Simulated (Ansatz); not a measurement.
Given this structure:

```yaml
crystal:
  lattice:
    - [3.11286, 0.00000, 0.00000]
    - [-1.55643, 2.69582, 0.00000]
    - [0.00000, 0.00000, 4.86984]
  atoms:
    - { symbol: Ta, position: [0.66667, 0.33333, 0.74529] }
    - { symbol: Ta, position: [0.33333, 0.66667, 0.25471] }
    - { symbol: N, position: [0.00000, 0.00000, 0.00000] }
```

Question: Interpret the file: composition, symmetry and coordination.

Answer: The solid is Ta2N. The space group is P-3m1 (No. 164); the lattice is primitive hexagonal. Atoms per cell: 3 (2 Ta, 1 N). Coordination numbers (contacts within bonding distance): Ta 15 and N 6.

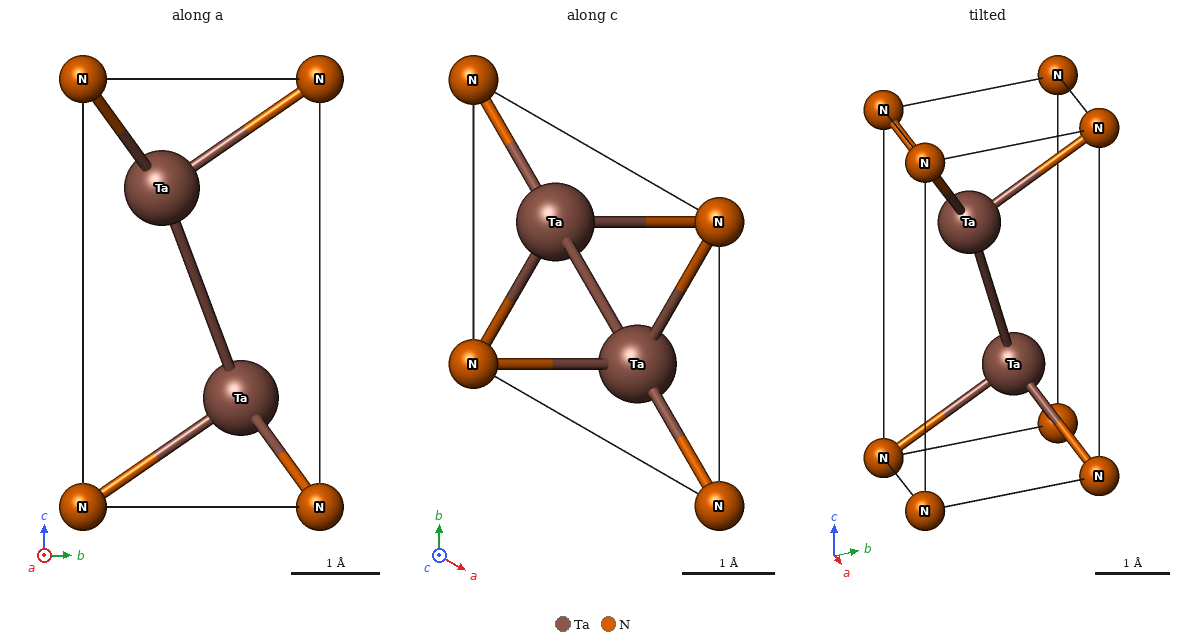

Crystal structure, ball-and-stick style, seen along the a axis, along the c axis and slightly off an axis. One conventional unit cell is framed, with atoms on its boundary repeated.

Starting structure: a structure listed in the Materials Project. Earlier steps of the study may have refined or changed the cell and positions. A calculation with Ansatz used it as input.

At this level of theory the cell isn't at rest (stretched, at -5 GPa), so its distances can differ from those at equilibrium, the more so the softer the solid.
